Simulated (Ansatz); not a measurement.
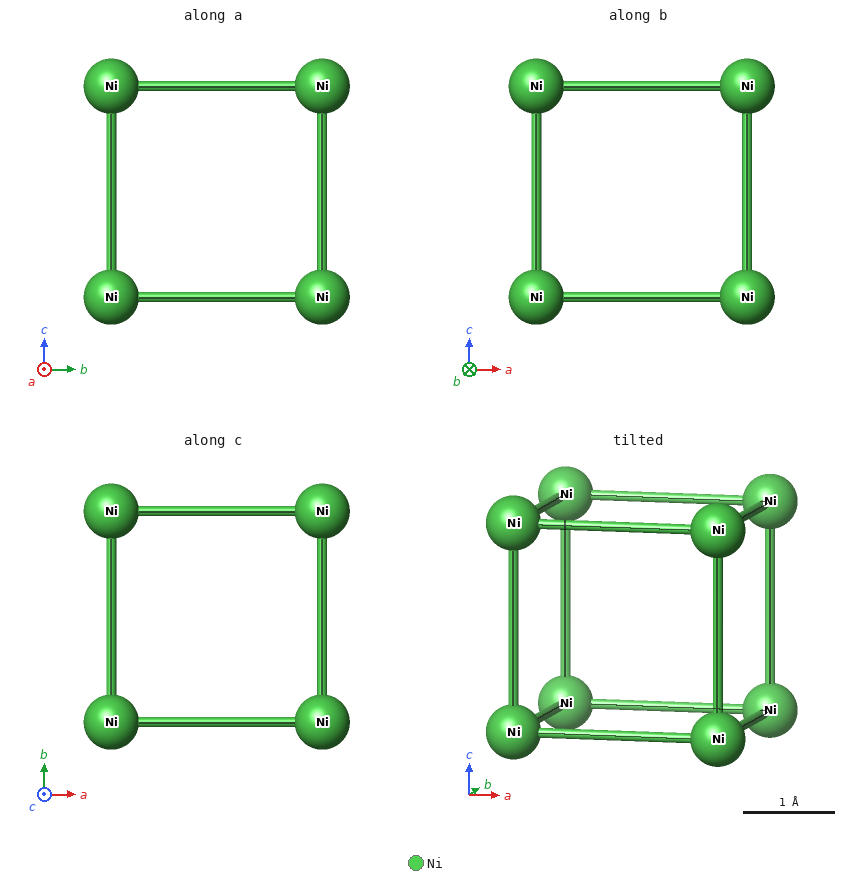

An orthographic ball-and-stick view of the structure, along the a axis, along the b axis, along the c axis and slightly off an axis. Lines trace the edges of the conventional unit cell.

Lattice parameters: a = 2.3265 Å, b = 2.3265 Å, c = 2.3265 Å, α = 90.000°, β = 90.000°, γ = 90.000°.

**Give the structure in the form of a CIF in P1 with every atom of the cell.**

```cif
data_structure
_symmetry_space_group_name_H-M 'P 1'
_symmetry_Int_Tables_number 1
_cell_length_a 2.3265
_cell_length_b 2.3265
_cell_length_c 2.3265
_cell_angle_alpha 90.000
_cell_angle_beta 90.000
_cell_angle_gamma 90.000
_cell_volume 12.59
loop_
_atom_site_label
_atom_site_type_symbol
_atom_site_fract_x
_atom_site_fract_y
_atom_site_fract_z
_atom_site_occupancy
Ni1 Ni 0.0000 0.0000 0.0000 1
```

The structure comes from a structure type filled with this element by a generator (whether the element takes this form wasn't checked). The geometry was optimised with Ansatz 0.2.0, DFT, PBE, plane waves (420 eV) with PAW, scalar-relativistic.
